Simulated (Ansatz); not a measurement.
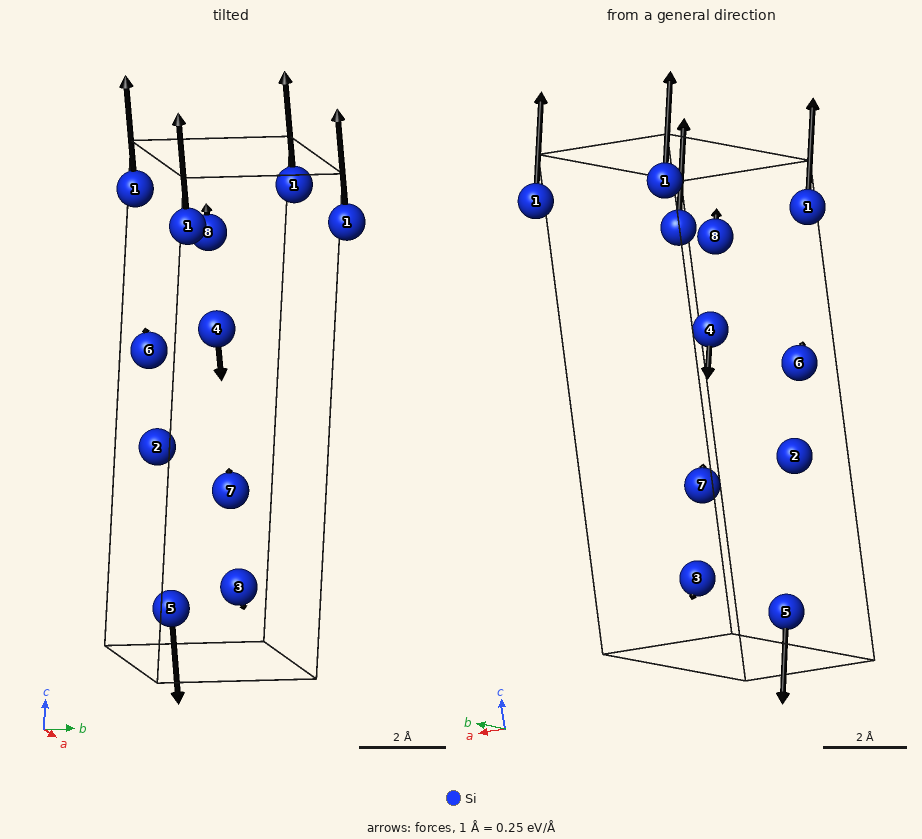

Crystal structure, spheres-only style, seen slightly off an axis and from a general direction. The simulation cell is drawn as a box. The arrows are the computed forces on the atoms.

System: Si. Theory: DFT LDA, scalar-relativistic, plane waves, PAW (Ansatz). Numerical settings: a basis cut at 420 eV, a 10×10×3 k-point grid, Gaussian smearing of 0.03 eV, no spin polarisation.

Q: Would an optimiser stop at this geometry?

A: No. The atoms still feel forces of up to about 0.59 eV/Å, far above a usual threshold of 0.01 to 0.03 eV/Å.

Q: Which atom carries the strongest force?

A: Si1, about 0.59 eV/Å.

The starting point was a structure listed in the Materials Project. The cell was then strained or its atoms displaced on purpose. It went into a calculation with Ansatz.
